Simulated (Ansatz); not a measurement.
## Mn$_{3}$Si: single-point calculation (part 2 of 2)

Continued. System: Mn$_{3}$Si (Fm-3m, 4 atoms in the cell). Method: DFT with PBEsol, PAW plane waves, Ueff = 4.73 eV on Mn d, spin-polarised (Ansatz 0.2.0); cutoff 420 eV, 5×5×5 k-mesh, Gaussian smearing of 0.0699 eV, collinear spins. The structure derives from an entry of the Crystallography Open Database.

Geometry of the input (Å; fractional positions):
```
0.0000  2.9000  2.9000
2.9000  0.0000  2.9000
2.9000  2.9000  0.0000
Si 0.0000  0.0000  0.0000
Mn 0.5000  0.5000  0.5000
Mn 0.2500  0.2500  0.2500
Mn 0.7500  0.7500  0.7500
```

## Log, continued
```
SCF iter   1: F=—  HF=-12218.735772 eV  |F-HF|=—  |Δ(HF+E_count)|=         —  Δρ=7.82e-6 (↑5.25e-6 ↓7.82e-6)  dr2=4.37e-9  dr2_m=1.82e-8  M=2.334 μB ∫|m|=11.237 μB  ethr=8.91e-12  ⟨swp⟩=1.0  Hψ=5825  notcnv=0
preconditioner: auto → none  [insulator: Δε(μ)=0.108 eV  Ē_g=9.017 eV  σ=0.070 eV  W_gap=0.50  n_scr=14 (ndim 8)  ℏωp=26.6 eV  f_vac=0.000  D(μ)=1.22/eV (n_scr^D=8)  ε∞_Penn≈9.7]
SCF iter   2: F=—  HF=-12218.816212 eV  |F-HF|=—  |Δ(HF+E_count)|=   8.04e-2  Δρ=2.58e-3 (↑2.39e-3 ↓2.58e-3)  dr2=4.08e-3  dr2_m=9.76e-4  M=2.775 μB ∫|m|=11.337 μB  ethr=2.04e-6  ⟨swp⟩=1.4  Hψ=5830  notcnv=0
SCF iter   3: F=—  HF=-12218.815559 eV  |F-HF|=—  |Δ(HF+E_count)|=   6.53e-4  Δρ=4.00e-4 (↑2.03e-4 ↓4.00e-4)  dr2=5.32e-5  dr2_m=2.50e-5  M=2.776 μB ∫|m|=11.328 μB  ethr=2.04e-6  ⟨swp⟩=1.9  Hψ=3514  notcnv=0
SCF iter   4: F=—  HF=-12218.815637 eV  |F-HF|=—  |Δ(HF+E_count)|=   7.73e-5  Δρ=3.47e-5 (↑3.47e-5 ↓1.34e-5)  dr2=3.74e-7  dr2_m=1.11e-7  M=2.776 μB ∫|m|=11.323 μB  ethr=2.98e-7  ⟨swp⟩=1.0  Hψ=2779  notcnv=0
SCF iter   5: F=-12218.815637 eV  HF=-12218.815637 eV  |F-HF|=2.01e-8  |Δ(HF+E_count)|=   4.38e-8  Δρ=5.04e-6 (↑4.13e-6 ↓5.04e-6)  dr2=1.50e-8  dr2_m=3.01e-9  M=2.776 μB ∫|m|=11.323 μB  ethr=2.04e-10  ⟨swp⟩=2.0  Hψ=3648  notcnv=0
SCF iter   6: F=-12218.815637 eV  HF=-12218.815637 eV  |F-HF|=2.01e-8  |Δ(HF+E_count)|=  1.09e-11  Δρ=5.05e-6 (↑4.13e-6 ↓5.05e-6)  dr2=1.50e-8  dr2_m=3.02e-9  M=2.776 μB ∫|m|=11.323 μB  ethr=3.06e-11  ⟨swp⟩=2.0  Hψ=3981  notcnv=0
SCF 2 converged in 6 iterations: F = -12218.815637 eV  dr2 = 1.50e-8
iter 1 solved again at ethr=3.07e-11 eV; its pass at ethr=3.10e-3 eV (dr2=1.50e-8 eV) is discarded
SCF iter   1: F=—  HF=-12218.815637 eV  |F-HF|=—  |Δ(HF+E_count)|=         —  Δρ=5.04e-6 (↑4.13e-6 ↓5.04e-6)  dr2=1.50e-8  dr2_m=3.01e-9  M=2.776 μB ∫|m|=11.323 μB  β_m=0.30  ethr=3.07e-11  ⟨swp⟩=1.4  Hψ=4449  notcnv=0
preconditioner: auto → none  [insulator: Δε(μ)=0.067 eV  Ē_g=9.063 eV  σ=0.070 eV  W_gap=0.50  n_scr=14 (ndim 8)  ℏωp=26.6 eV  f_vac=0.000  D(μ)=1.03/eV (n_scr^D=8)  ε∞_Penn≈9.6]
SCF iter   2: F=-12218.815637 eV  HF=-12218.815637 eV  |F-HF|=6.37e-10  |Δ(HF+E_count)|=   5.78e-9  Δρ=1.87e-6 (↑1.87e-6 ↓1.83e-6)  dr2=1.79e-9  dr2_m=1.21e-9  M=2.776 μB ∫|m|=11.323 μB  ethr=3.06e-11  ⟨swp⟩=7.9  Hψ=6556  notcnv=0
SCF 3 converged in 2 iterations: F = -12218.815637 eV  dr2 = 1.79e-9
Symmetry: 2 space group operations
k-points: 39 of 125 (time reversal used)
iter 1 solved again at ethr=3.64e-12 eV; its pass at ethr=2.04e-6 eV (dr2=1.79e-9 eV) is discarded
SCF iter   1: F=—  HF=-12218.815637 eV  |F-HF|=—  |Δ(HF+E_count)|=         —  Δρ=1.87e-6 (↑1.87e-6 ↓1.83e-6)  dr2=1.79e-9  dr2_m=1.21e-9  M=2.776 μB ∫|m|=11.323 μB  ethr=3.64e-12  ⟨swp⟩=1.0  Hψ=12738  notcnv=0
SCF iter   2: F=—  HF=-12218.814823 eV  |F-HF|=—  |Δ(HF+E_count)|=   8.13e-4  Δρ=3.06e-3 (↑3.06e-3 ↓3.01e-3)  dr2=1.74e-2  dr2_m=1.73e-4  M=2.786 μB ∫|m|=11.309 μB  ethr=2.04e-6  ⟨swp⟩=1.4  Hψ=10929  notcnv=0
preconditioner: auto → Kerker (q_TF=auto, 2.730 Å⁻¹)  [metal: Δε(μ)=0.059 eV  Ē_g=9.065 eV  σ=0.070 eV  W_gap=0.45  n_scr=14 (ndim 8)  ℏωp=26.6 eV  f_vac=0.000  D(μ)=1.23/eV (n_scr^D=8)]
spin=Collinear: Kerker preconditioning applied to the charge; magnetization (m = ρ↑ − ρ↓) channel mixes plain (no charge-response kernel on spin).
SCF iter   3: F=—  HF=-12218.815658 eV  |F-HF|=—  |Δ(HF+E_count)|=   8.35e-4  Δρ=4.98e-4 (↑4.66e-4 ↓4.98e-4)  dr2=4.23e-4  dr2_m=5.74e-6  M=2.776 μB ∫|m|=11.325 μB  ethr=2.04e-6  ⟨swp⟩=1.0  Hψ=7126  notcnv=0
SCF iter   4: F=—  HF=-12218.815633 eV  |F-HF|=—  |Δ(HF+E_count)|=   2.54e-5  Δρ=5.00e-5 (↑5.00e-5 ↓2.63e-5)  dr2=1.37e-6  dr2_m=2.65e-7  M=2.776 μB ∫|m|=11.323 μB  ethr=1.07e-6  ⟨swp⟩=1.0  Hψ=5936  notcnv=0
an SCF along what the orbitals of the run's state read of its open shells (or to have them read: on a GPU, or by another smearing), with 46 of the crystal's symmetry operations given up (39 k-points in place of 10), reached no lower state that the run goes on to. This is no proof of a minimum
WARN: an SCF from ferromagnetic starting moments (0.00, 4.13, 3.35, 3.35 Bohr magnetons, atom by atom) was not made, by what the run has read of turns of its moments that order reads lower: the deck asks for what bars it, or types moments that do (magnetization.spin_polarized, in the input reference, names some of the keys), or the run goes by scf.lower_state_search: light, the default, which as a rule tries one only behind a close that has lost an order of both signs, or on which an open d or half-filled 4f shell of a PAW file has lost a moment that was set nearer to Hund's than to what is left; or, under a Hubbard U, one that names an f shell that the input leaves bare beside given moments, or a larger moment for a shell of low spin that is given one. standard, with a start from the atoms, tries one behind each close (in a relaxation, ahead of its steps or at their end). To set out from that order, type those moments (crystal.atoms[].spin; where shells were raised to Hund's moment, beside crystal.symmetry.detect: false) under scf.lower_state_search: light. The bands of the close that named these starting moments, or of the one ahead of a search that led to it (under cold or Methfessel-Paxton smearing those of the Gaussian ahead of it) read a cost of -533.39 meV for the turn to them, carried on from a small turn (-533.39 by the pairs of d shells alone)
SCF converged after 2 iterations
Magnetization: 2.7760 μB (25.8880 up, 23.1120 down)
Absolute magnetization: 11.3235 μB (∫|ρ↑−ρ↓|, with the PAW one-centre terms)
Spin contamination: 4.2086 ħ² per cell (⟨S²⟩ above its minimum at these occupations)
Per-site moments (μB) at R_I (Å): [(-0.10108426636328073, 1.0359670637454121), (-3.901410528919277, 1.0359670637454124), (3.33956565490453, 1.0359670637454124), (3.3434972148470075, 1.0359670637454121)]
Free energy (F): -12218.815637 eV
Harris-Foulkes:  -12218.815637 eV  (|F-HF|=6.37e-10)
Internal energy: -12218.813111 eV  (E = F + TS)
E sigma→0 (E₀):  -12218.814374 eV
Entropy (-TS):   -0.002525 eV (-0.631 meV/atom)
Fermi energy:    17.494008 eV
--- Per-component energies (eV) ---
  E_band       = -609.184779
  E_kinetic    = 962.499537
  E_local      = -5893.638870  (includes V_loc(G=0)·N_el)
  E_nonlocal   = 773.790716
  E_hartree    = 2486.920106
  E_xc         = -396.545458
  E_vxc        = -486.363108  (∫ρ·V_xc dr)
  E_hubbard    = 7.010371  (on-site DFT+U / exact-exchange correction)
  E_vhub       = -29.336922  (the Hubbard potential's part of the band-sum identity)
  E_paw        = -4320.623869  (= ΣΔE_a)
  E_vpaw       = -909.978933  (= ΣTr[D̂ρ^β])
  E_aug_tail   = -0.000024  (compensation charges beyond the density's cutoff)
  E_ewald      = -5838.766131
  E_core_change = 0.540512  (= ΣΔE_core)
  E_smearing   = -0.002525  (= −TS)
  E_closure    = 0.000000  (closes the sum)
  Σ components = -12218.815637   (vs F -12218.815637, Δ=0.00e0)
--- Forces (eV/Å), atoms counted from 1 ---
  atom   1  Si     0.00000000     0.00000000     0.00000000
  atom   2  Mn     0.00000000     0.00000000    -0.00000000
  atom   3  Mn     0.00000000     0.00000000     0.00000000
  atom   4  Mn     0.00000000     0.00000000    -0.00000000
  max |Σ_I F_I| component: 1.34e-17 eV/Å
--- Stress (GPa, compression-positive) ---
       29.195121       0.000000       0.000000
        0.000000      28.954435       0.000000
        0.000000       0.000000      28.954435
  P = ⅓ Tr σ = 29.0347 GPa (290.347 kbar)
--- Band table (eV; the first three rows and the last of 36) ---
  k-point 0 ↑: bands = ["-63.2063", "-63.1807", "-60.1096", "-32.4955", "-32.3163", "-32.3163", "-31.9026", "-31.9026", "-31.7040", "-29.1093", "-29.0954", "-29.0954", "5.6078", "10.2012", "10.2237", "10.2237", "10.8654", "10.8827", "13.4231", "13.4335", "13.4335", "14.5151", "14.5250", "16.8815", "16.8815", "16.9217", "19.8212", "19.8297", "19.8955", "20.2236", "20.2316", "20.2316", "23.2006", "23.2006", "23.2317", "25.4105"]
  k-point 1 ↑: bands = ["-63.2041", "-63.1823", "-60.1106", "-32.4984", "-32.3190", "-32.3188", "-31.9063", "-31.9061", "-31.7073", "-29.1047", "-29.0917", "-29.0894", "6.0765", "10.0223", "10.4457", "10.4570", "11.1151", "11.1292", "13.2322", "13.2473", "13.2897", "13.8894", "13.9018", "15.3699", "17.2235", "17.2436", "19.3159", "19.3218", "19.5043", "20.8986", "20.9893", "20.9931", "22.5549", "22.5653", "22.6631", "25.3791"]
  k-point 2 ↑: bands = ["-63.1991", "-63.1861", "-60.1124", "-32.5030", "-32.3233", "-32.3229", "-31.9126", "-31.9124", "-31.7133", "-29.0975", "-29.0857", "-29.0782", "7.0185", "9.7979", "10.9675", "10.9718", "11.7415", "11.7475", "12.6811", "12.7135", "12.7763", "12.9529", "12.9653", "13.5817", "17.4485", "17.4582", "19.1812", "19.3803", "19.3842", "19.9343", "21.1957", "21.2012", "21.6731", "21.6758", "24.7980", "26.7584"]
  k-point 17 ↓: bands = ["-64.3756", "-59.5576", "-59.5502", "-33.2762", "-33.2717", "-33.2679", "-28.6442", "-28.6258", "-28.6249", "-28.4746", "-28.4691", "-28.4163", "7.8324", "10.2651", "10.5927", "10.9078", "11.6211", "12.0031", "13.0032", "13.4480", "14.1302", "16.2881", "16.7672", "17.9320", "18.2790", "19.0507", "19.3418", "19.5614", "19.7030", "20.3433", "21.1151", "23.4349", "24.2175", "24.3431", "26.2364", "27.1364"]
Occupation matrices written to [file]
```

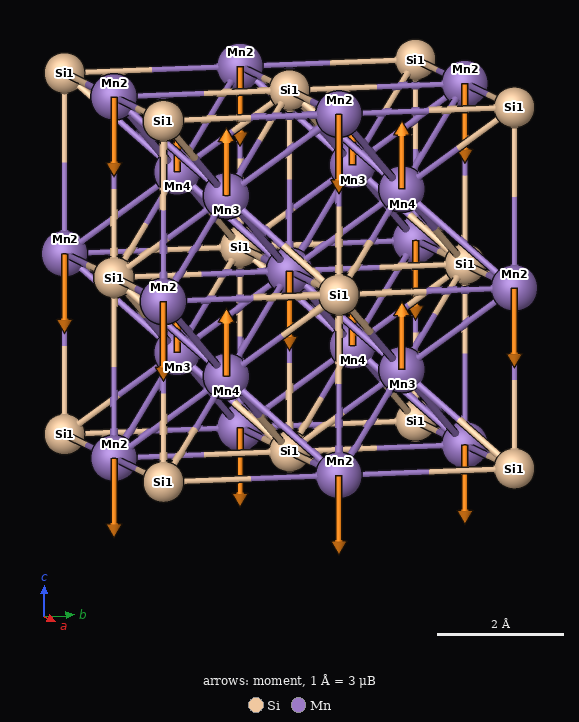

*Magnetic moments of the sites as orange arrows (ball-and-stick view of the cell 4 times as large as that of the calculation, set on its symmetry axes, seen slightly off an axis; atoms are numbered from 1 in the order of the input); small moments hardly show. The run is collinear, so the axis drawn is arbitrary.*

Site moments: Mn2 (−3.90 μB); Mn3, Mn4 (3.34 μB); Si1 (−0.10 μB). They are counted near the atoms and needn't add up to the moment of the cell.

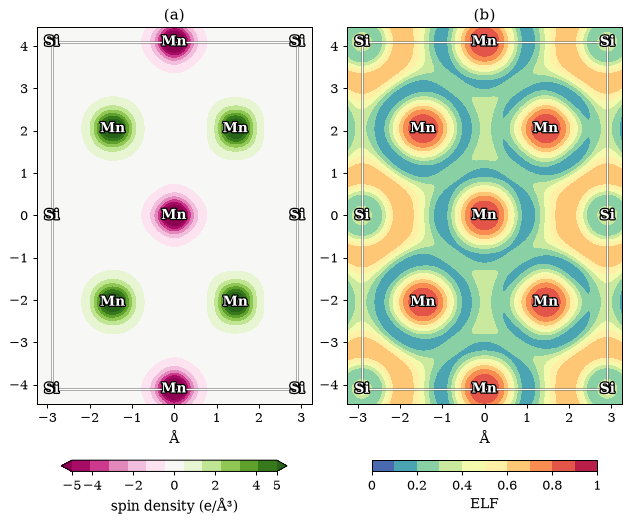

*(a) magnetisation density (up minus down); (b) electron localisation function on the (110) plane of the conventional cell of the magnetic structure.*

The plane passes through Si and Mn nuclei. Mn–Mn (2.51 Å): the ELF is about 0.25 at the midpoint (no shared electron pair). Mn–Si (2.51 Å): the ELF is about 0.40 at the midpoint. Mn–Si (2.90 Å): the ELF is about 0.40 at the midpoint. The strong features right at Mn lie inside the PAW spheres (semicore, d or f shells) and say nothing about bonding. The spin density sits on Mn: +3.3 μB (×8) and −3.9 μB (×4) in one cell of 16 atoms: ferrimagnetic. The cell of the calculation (4 atoms) carries 2.8 μB net. Core electrons are frozen (PAW), so the fields are smoothed inside the atomic spheres.

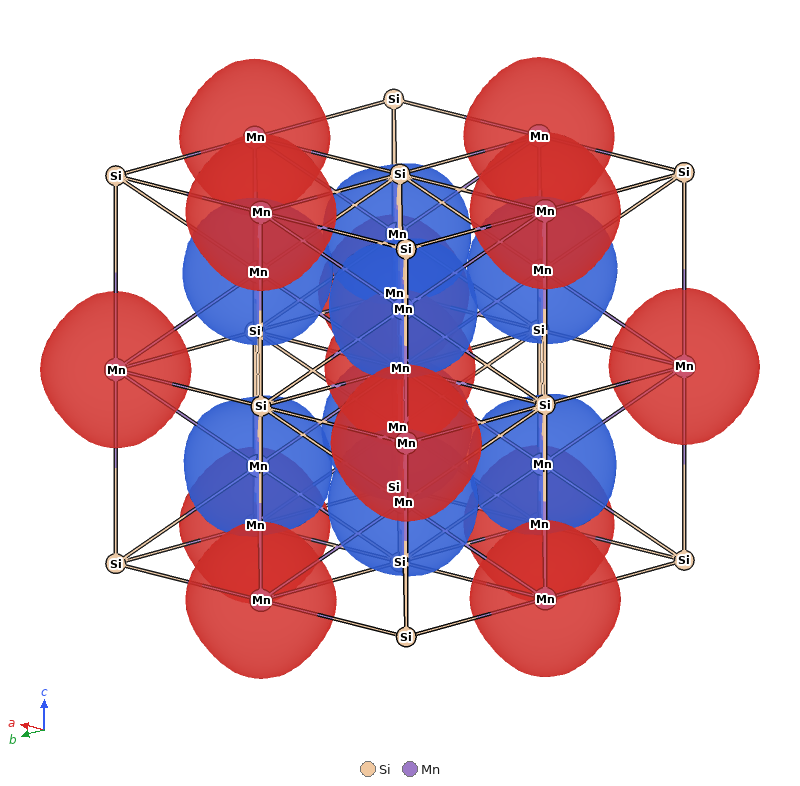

*Isosurfaces of the spin density at +0.1 (blue) and −0.1 e/Å³ (red), seen at an oblique angle. Sticks mark near contacts. The outline is the cell set on symmetry axes of the magnetic structure.*

The spin density sits on Mn: +3.3 μB (×8) and −3.9 μB (×4) in one cell of 16 atoms: ferrimagnetic. The cell of the calculation (4 atoms) carries 2.8 μB net.

## Results in brief

```json
{"quantity": "outcome", "value": "converged"}
{"quantity": "space group (tolerance 0.01 Å)", "value": "Fm-3m (225)"}
{"quantity": "electrons treated", "value": "49"}
{"quantity": "free energy", "value": "−12218.8156 eV"}
{"quantity": "Fermi energy", "value": "17.494 eV"}
{"quantity": "net moment of the cell", "value": "2.78 μB"}
{"quantity": "integrated absolute moment", "value": "11.32 μB"}
{"quantity": "pressure", "value": "29.03 GPa"}
{"quantity": "largest force (length of the vector)", "value": "under 0.001 eV/Å"}
{"quantity": "hardware", "value": "1 thread of an x86-64 CPU, shared host"}
{"quantity": "wall time", "value": "43 s"}
{"quantity": "peak memory", "value": "0.77 GiB"}
```

## Notes

The electronic state found may not be the lowest one. The program warns: another magnetic order may lie lower; the state was not tested for a lower one. The cell is under a pressure of 29 GPa at this level, so it is not at its equilibrium volume.
